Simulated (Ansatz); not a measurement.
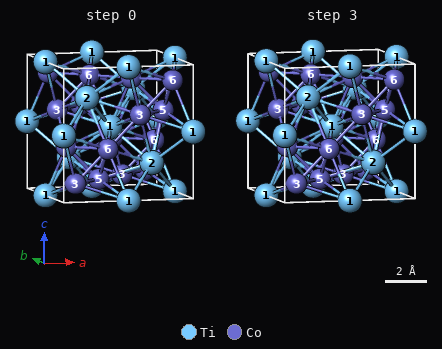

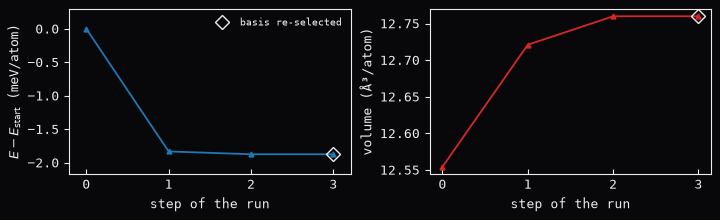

First and last geometry of a relaxation of a crystal of TiCo2 (set up in Fd-3m), with the history of the run. Style: ball-and-stick. Shown: the conventional cell (4 times the calculation's cell), slightly off an axis. Lengths and directions refer to the drawn axes.

Case: relaxed kmesh: [1, 1, 1] Gamma-centred.

Theory: Ansatz 0.2.0, DFT r2SCAN, scalar-relativistic, plane waves, PAW. Settings: plane-wave cutoff 500 eV; k-point mesh 1 × 1 × 1; occupations gaussian; smearing width 0.1 eV; collinear spin; cell and atoms relaxed; force threshold 0.01 eV/Å; at most 60 steps.

> Did the run converge, and what did it change?

It converged. The energy falls by 1.9 meV per atom in 2 accepted moves (3 points after the start). All forces vanish by symmetry, so only the cell relaxes. The pressure goes from 3.22 to 0.03 GPa. The SCF was repeated once at an unchanged geometry on a basis and grid sized afresh for the cell, which shifted the energy by less than 0.05 meV per atom at most. No atom moves by more than 0.005 Å relative to the cell. Cell: a = b = c 6.704 → 6.740 Å (+0.5 %). Volume +1.6 %. Near-neighbour distances that change, for instance: Ti–Ti 2.903 → 2.919 Å, Co–Ti 2.779 → 2.794 Å, Co–Co 2.370 → 2.383 Å. The space group stays Fd-3m (No. 227). The run took 50 s on 1 thread of Intel(R) Xeon(R) Processor @ 2.50GHz (Skylake/Cascade Lake), on a shared host, peak memory 0.58 GiB.

Limits of the set-up: the k-point mesh is coarse for a cell with partly filled bands.
